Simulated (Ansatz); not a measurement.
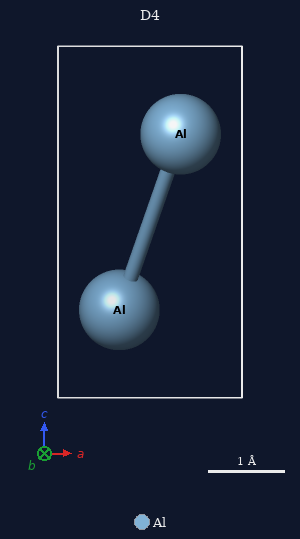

A crystal of Al (set up in P6_3/mmc), relaxed (cell and atoms) with several dispersion corrections. The picture shows the result with D4. A ball-and-stick model of the cell of the calculation, seen along the b axis.

Computed with Ansatz 0.2.0: PBE, Ansatz PAW. (plane-wave cutoff 420 eV; k-point mesh 11 × 11 × 6; occupations fermi-dirac; smearing width 0.05 eV; no spin polarisation; cell and atoms relaxed; force threshold 0.01 eV/Å)

| dispersion correction | volume (Å³/atom) | a (Å) | c (Å) |
| --- | --- | --- | --- |
| D3(BJ)-ATM | ? | ? | ? |
| D4 | 15.968 | 2.815 | 4.654 |
| none | 16.634 | 2.854 | 4.717 |
| D3(BJ) | 15.928 | 2.812 | 4.650 |

Question: Fill in the missing row.

Answer: With D3(BJ)-ATM the volume falls between D4 (15.968) and none (16.634). The calculation gives 15.994 Å³/atom (a = 2.817 Å, c = 4.656 Å). In order of volume: D3(BJ) < D4 < D3(BJ)-ATM < none; the spread is 4.4 %.

Each member starts from this one structure; whether another phase lies lower wasn't checked.
